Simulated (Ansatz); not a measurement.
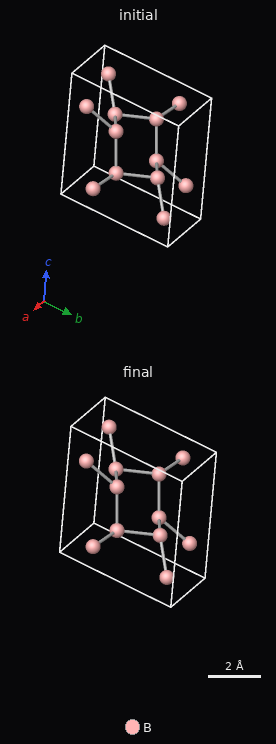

The structure of crystalline B (a generated structure, set up in Ia-3d) (coarse preliminary run) before (top) and after (bottom) a relaxation, at one scale.

A ball-and-stick model of the cell of the calculation, seen slightly off an axis.

Method: Ansatz, DFT PBE, scalar-relativistic, plane waves, PAW. Settings: plane-wave cutoff 420 eV; k-point mesh 4 × 4 × 4; occupations gaussian; smearing width 0.1 eV; no spin polarisation; cell and atoms relaxed; force threshold 0.04 eV/Å; at most 70 steps.

What changed between the two?

Answer. No atom moves by more than 0.005 Å relative to the cell. The volume changes by +12.8 %, with a = b = c 4.752 → 4.946 Å (+4.1 %). Near-neighbour distances that change, for instance: B–B 1.680 → 1.749 Å. The space group stays Ia-3d (No. 230). Over 4 accepted moves (6 points after the start) the energy falls by 71.8 meV per atom. All forces vanish by symmetry, so only the cell relaxes. The pressure goes from 28.66 to 0.02 GPa. At 2 points the geometry stayed and the basis and grid were re-selected for the new cell (energy shift of 3.0 meV per atom at most each time).
